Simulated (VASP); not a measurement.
Band-structure run, with input and output: AlN (part 2 of 2)

The same run, continued: AlN (8 atoms in the cell); Kohn-Sham DFT of a periodic cell, PBE, VASP PAW PBE potentials, recommended, no spin polarisation (VASP 6.6.1); cutoff 520 eV, 8×5×5 k-mesh, Gaussian smearing of 0.02 eV. The structure was built on a prototype by a generator; it need not be a known phase.

Geometry of the input (Å; fractional positions):
```
3.0866  0.0000  0.0000
0.0000  5.0003  0.0000
0.0000  0.0000  5.4468
Al 0.0000  0.0017  0.3341
Al 0.5000  0.0017  0.8341
Al 0.5000  0.5017  0.1659
Al 0.0000  0.5017  0.6659
N  0.0000  0.6203  0.3349
N  0.5000  0.6203  0.8349
N  0.5000  0.1203  0.1651
N  0.0000  0.1203  0.6651
```

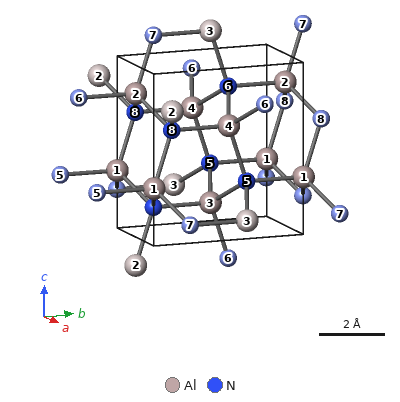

Figure 1. The structure (ball-and-stick view of the cell of the calculation, seen slightly off an axis; neighbours outside the cell are drawn fainter; atoms are numbered from 1 in the order of the input). An atom can appear more than once, as a periodic image.

## Parts of OUTCAR, continued
```
   k-points           NKPTS =     45   k-points in BZ     NKDIM =     45   number of bands    NBANDS=     26
   number of dos      NEDOS =    301   number of ions     NIONS =      8
   total plane-waves  NPLWV =  40320
   dimension x,y,z NGX =    24 NGY =   40 NGZ =   42
   dimension x,y,z NGXF=    48 NGYF=   80 NGZF=   84
   ions per type =               4   4
   NGX,Y,Z   is equivalent  to a cutoff of  12.93, 13.30, 12.82 a.u.
   NGXF,Y,Z  is equivalent  to a cutoff of  25.85, 26.60, 25.64 a.u.
 SYSTEM =  AlN
   PREC   = accura    normal or accurate (medium, high low for compatibility)
   ISTART =      0    job   : 0-new  1-cont  2-samecut
   ICHARG =      2    charge: 1-file 2-atom 10-const
   ISPIN  =      1    spin polarized calculation?
   LNONCOLLINEAR =      F non collinear calculations
   LSORBIT =      F    spin-orbit coupling
   LASPH  =      T    aspherical Exc in radial PAW
   ENCUT  =  520.0 eV  38.22 Ry    6.18 a.u.   5.74  9.30 10.13*2*pi/ulx,y,z
   NELM   =    100;   NELMIN=  2; NELMDL= -5     # of ELM steps
   EDIFF  = 0.1E-05   stopping-criterion for ELM
   LREAL  =      F    real-space projection
   EDIFFG = 0.1E-04   stopping-criterion for IOM
   NSW    =      0    number of steps for IOM
   IBRION =     -1    ionic relax: 0-MD 1-quasi-New 2-CG
   NFREE  =      0    steps in history (QN), initial steepest desc. (CG)
   ISIF   =      2    stress and relaxation
   ISYM   =      2    0-nonsym 1-usesym 2-fastsym
   POTIM  = 0.5000    time-step for ionic-motion
   TEBEG  =    0.0;   TEEND  =   0.0 temperature during run
   PSTRESS=    0.0 pullay stress
   NELECT =      32.0000    total number of electrons
   NUPDOWN=      -1.0000    fix difference up-down
   EMIN   =  10.00;   EMAX   =-10.00  energy-range for DOS
   EFERMI =   0.00;   METHOD = LEGACY
   ISMEAR =     0;   SIGMA  =   0.02  broadening in eV -4-tet -1-fermi 0-gaus
   EFERMI_NEDOS =   21; number of points for ismear=-14 and -15
   IALGO  =     38    algorithm
   IMIX   =      4    mixing-type and parameters
     AMIX     =   0.40;   BMIX     =  1.00
     AMIX_MAG =   1.60;   BMIX_MAG =  1.00
  volume/ion in A,a.u.               =      10.51        70.91
  Fermi-wavevector in a.u.,A,eV,Ry     =   1.186460  2.242084 19.152750  1.407687
  Thomas-Fermi vector in A             =   2.322632
   LORBIT       =      0    0 simple, 1 ext, 2 COOP (PROOUT), +10 PAW based schemes
   GGA     = PE    functional components
   LHFCALC =     F    Hartree Fock is set to
   AEXX    =    0.0000 exact exchange contribution
   IVDW    =     0    specifies the selected vdW correction
   LEPSILON=     F    determine dielectric tensor
   LRPA    =     F    only Hartree local field effects (RPA)
 non-spin polarized calculation
 Gauss-broadening in eV      SIGMA  =   0.02
  energy-cutoff  :      520.00
  volume of cell :       84.06
 maximum number of plane-waves:      2290
 NGX is ok and might be reduce to    24
   NGX = 11   NGY = 19   NGZ = 21

 number of electron      31.9999998 magnetization

 Free energy of the ion-electron system (eV)
  ---------------------------------------------------
  ext. energy  EPLUGINS =         0.00000000
  ---------------------------------------------------
  free energy    TOTEN  =       -59.54182016 eV

  energy without entropy =      -59.54182016  energy(sigma->0) =      -59.54182016

 E-fermi :   6.2128     XC(G=0): -10.8835     alpha+bet :-15.8137

 val. band max:        6.0815663957   @ k =   0.0000   0.0000   0.0000
 cond. band min:      10.2393732565   @ k =   0.0000   0.0000   0.0000
 fundamental gap:      4.1578068608
 Fermi energy:         6.2127560936

 k-point     1 :       0.0000    0.0000    0.0000
  band No.  band energies     occupation
      1      -9.0562      2.00000
      2      -7.1443      2.00000
      3      -6.9387      2.00000
      4      -6.4531      2.00000
      5       0.1207      2.00000
      6       0.6279      2.00000
      7       1.8803      2.00000
      8       2.7213      2.00000
      9       4.1680      2.00000
     10       4.2795      2.00000
     11       5.1570      2.00000
     12       5.3302      2.00000
     13       5.5169      2.00000
     14       5.8226      2.00000
     15       5.9506      2.00000
     16       6.0816      2.00000
     17      10.2394      0.00000
     18      11.9420      0.00000
     19      12.0623      0.00000
     20      12.7063      0.00000
     21      14.3435      0.00000
     22      16.2697      0.00000
     23      16.6269      0.00000
     24      17.0644      0.00000
     25      17.2204      0.00000
     26      17.4085      0.00000

 k-point     2 :       0.1250    0.0000    0.0000
  band No.  band energies     occupation
      1      -8.9052      2.00000
      2      -7.0469      2.00000
      3      -6.8523      2.00000
      4      -6.4389      2.00000
      5       0.3008      2.00000
      6       0.7814      2.00000
      7       2.0043      2.00000
      8       2.8696      2.00000
      9       3.5603      2.00000
     10       4.2475      2.00000
     11       4.6921      2.00000
     12       4.8867      2.00000
     13       4.9776      2.00000
     14       5.3495      2.00000
     15       5.7747      2.00000
     16       6.0195      2.00000
     17      10.8989      0.00000
     18      11.7905      0.00000
     19      12.8891      0.00000
     20      13.2708      0.00000
     21      14.7516      0.00000
     22      16.0449      0.00000
     23      16.1479      0.00000
     24      16.3850      0.00000
     25      16.9754      0.00000
     26      17.5421      0.00000

 k-point     3 :       0.2500    0.0000    0.0000
  band No.  band energies     occupation
      1      -8.4752      2.00000
      2      -6.7914      2.00000
      3      -6.6326      2.00000
      4      -6.4590      2.00000
      5       0.8246      2.00000
      6       1.1630      2.00000
      7       2.2814      2.00000
      8       2.5426      2.00000
      9       3.2949      2.00000
     10       3.4764      2.00000
     11       3.6268      2.00000
     12       3.9548      2.00000
     13       4.0776      2.00000
     14       4.8078      2.00000
     15       5.4973      2.00000
     16       5.7898      2.00000
     17      11.3087      0.00000
     18      12.0898      0.00000
     19      14.2031      0.00000
     20      14.2734      0.00000
     21      14.6976      0.00000
     22      15.0446      0.00000
     23      15.4722      0.00000
     24      15.8790      0.00000
     25      17.1997      0.00000
     26      17.7430      0.00000

 k-point     4 :       0.3750    0.0000    0.0000
  band No.  band energies     occupation
      1      -7.8454      2.00000
      2      -6.6710      2.00000
      3      -6.4934      2.00000
      4      -6.4006      2.00000
      5       1.2974      2.00000
      6       1.6334      2.00000
      7       2.2191      2.00000
      8       2.3292      2.00000
      9       2.4469      2.00000
     10       2.4531      2.00000
     11       3.5038      2.00000
     12       3.6981      2.00000
     13       3.9328      2.00000
     14       4.1171      2.00000
     15       4.9680      2.00000
     16       5.3312      2.00000
     17      11.1636      0.00000
     18      13.0147      0.00000
     19      13.1586      0.00000
     20      14.3252      0.00000
     21      14.4870      0.00000
     22      15.3553      0.00000
     23      15.5689      0.00000
     24      15.8002      0.00000
     25      16.8450      0.00000
     26      17.2989      0.00000

 k-point     5 :       0.5000    0.0000    0.0000
  band No.  band energies     occupation
      1      -7.1724      2.00000
      2      -7.1724      2.00000
      3      -6.3272      2.00000
      4      -6.3272      2.00000
      5       1.4948      2.00000
      6       1.4948      2.00000
      7       2.0215      2.00000
      8       2.0215      2.00000
      9       2.6096      2.00000
     10       2.6096      2.00000
     11       3.2366      2.00000
     12       3.2366      2.00000
     13       4.2759      2.00000
     14       4.2759      2.00000
     15       4.6659      2.00000
     16       4.6659      2.00000
     17      11.7766      0.00000
     18      11.7766      0.00000
     19      13.8311      0.00000
     20      13.8311      0.00000
     21      14.9147      0.00000
     22      14.9147      0.00000
     23      15.7942      0.00000
     24      15.7942      0.00000
     25      16.8095      0.00000
     26      16.8095      0.00000

 [... the levels of 18 k-points are left out ...]

 k-point    24 :       0.3750    0.2000    0.2000
  band No.  band energies     occupation
      1      -7.6452      2.00000
      2      -6.8063      2.00000
      3      -6.5388      2.00000
      4      -6.4426      2.00000
      5       1.0002      2.00000
      6       1.2538      2.00000
      7       1.7668      2.00000
      8       2.1287      2.00000
      9       2.4593      2.00000
     10       2.9468      2.00000
     11       3.8197      2.00000
     12       3.9606      2.00000
     13       4.0910      2.00000
     14       4.7633      2.00000
     15       5.0573      2.00000
     16       5.3921      2.00000
     17      11.7139      0.00000
     18      12.0476      0.00000
     19      12.9000      0.00000
     20      13.6202      0.00000
     21      14.5184      0.00000
     22      14.7886      0.00000
     23      15.4759      0.00000
     24      16.1732      0.00000
     25      16.9118      0.00000
     26      17.1231      0.00000

 [... further k-points ...]

------------------------ aborting loop because EDIFF is reached ----------------------------------------

  FORCE on cell =-STRESS in cart. coord.  units (eV):
  Direction    XX          YY          ZZ          XY          YZ          ZX
  --------------------------------------------------------------------------------------
  -------------------------------------------------------------------------------------
  Total        2.5396985      1.0381005      0.0478947      0.0000000      0.0000000      0.0000000
  in kB       48.4035953     19.7849455      0.9128145      0.0000000      0.0000000      0.0000000
  external PRESSURE =      23.0337851 kB  Pullay stress =       0.0000000 kB

 VOLUME and BASIS-vectors are now :
 -----------------------------------------------------------------------------
  energy-cutoff  :      520.00
  volume of cell :       84.06
      direct lattice vectors                 reciprocal lattice vectors
     3.086582290  0.000000000  0.000000000     0.323982938  0.000000000  0.000000000
     0.000000000  5.000263309  0.000000000     0.000000000  0.199989468  0.000000000
     0.000000000  0.000000000  5.446837030     0.000000000  0.000000000  0.183592789

 POSITION                                       TOTAL-FORCE (eV/Angst)
 -----------------------------------------------------------------------------------
      0.00000      0.00844      1.81971         0.000000      0.001532     -0.008123
      1.54329      0.00844      4.54313         0.000000      0.001532     -0.008123
      1.54329      2.50858      0.90370         0.000000      0.001532      0.008123
      0.00000      2.50858      3.62712        -0.000000      0.001532      0.008123
      0.00000      3.10172      1.82429        -0.000000     -0.001532      0.001236
      1.54329      3.10172      4.54771         0.000000     -0.001532      0.001236
      1.54329      0.60159      0.89913        -0.000000     -0.001532     -0.001236
      0.00000      0.60159      3.62255        -0.000000     -0.001532     -0.001236
 -----------------------------------------------------------------------------------
    total drift:                                0.000000      0.000679      0.000001

  FREE ENERGIE OF THE ION-ELECTRON SYSTEM (eV)
  ---------------------------------------------------
  free  energy   TOTEN  =       -59.5418201553 eV

  energy  without entropy=      -59.5418201553  energy(sigma->0) =      -59.54182016
```

## CONTCAR
```
AlN
   1.00000000000000
     3.0865822895999999    0.0000000000000000    0.0000000000000000
     0.0000000000000000    5.0002633091000002    0.0000000000000000
     0.0000000000000000    0.0000000000000000    5.4468370301000002
  Al              N
     4     4
Direct
     0.0000000000000000    0.0016886125632922    0.3340862924413628
     0.5000000000000000    0.0016886125632922    0.8340862924413628
     0.5000000000000000    0.5016886125632922    0.1659137075586372
     0.0000000000000000    0.5016886125632922    0.6659137075586372
     0.0000000000000000    0.6203113874367077    0.3349264424912164
     0.5000000000000000    0.6203113874367077    0.8349264424912164
     0.5000000000000000    0.1203113874367077    0.1650735575087836
     0.0000000000000000    0.1203113874367077    0.6650735575087836

  0.00000000E+00  0.00000000E+00  0.00000000E+00
  0.00000000E+00  0.00000000E+00  0.00000000E+00
  0.00000000E+00  0.00000000E+00  0.00000000E+00
  0.00000000E+00  0.00000000E+00  0.00000000E+00
  0.00000000E+00  0.00000000E+00  0.00000000E+00
  0.00000000E+00  0.00000000E+00  0.00000000E+00
  0.00000000E+00  0.00000000E+00  0.00000000E+00
  0.00000000E+00  0.00000000E+00  0.00000000E+00
```

## Results in brief

- outcome: converged
- space group (tolerance 0.01 Å): Cmc2₁ (36)
- electrons treated: 32
- free energy: −59.5418 eV
- gap on the k-point mesh: 4.16 eV
- gap on the band path: 4.16 eV
- pressure: 2.30 GPa
- largest force (length of the vector): 0.008 eV/Å
- wall time: 64 s (CPU time 8.4 min)
- peak memory: 0.29 GiB
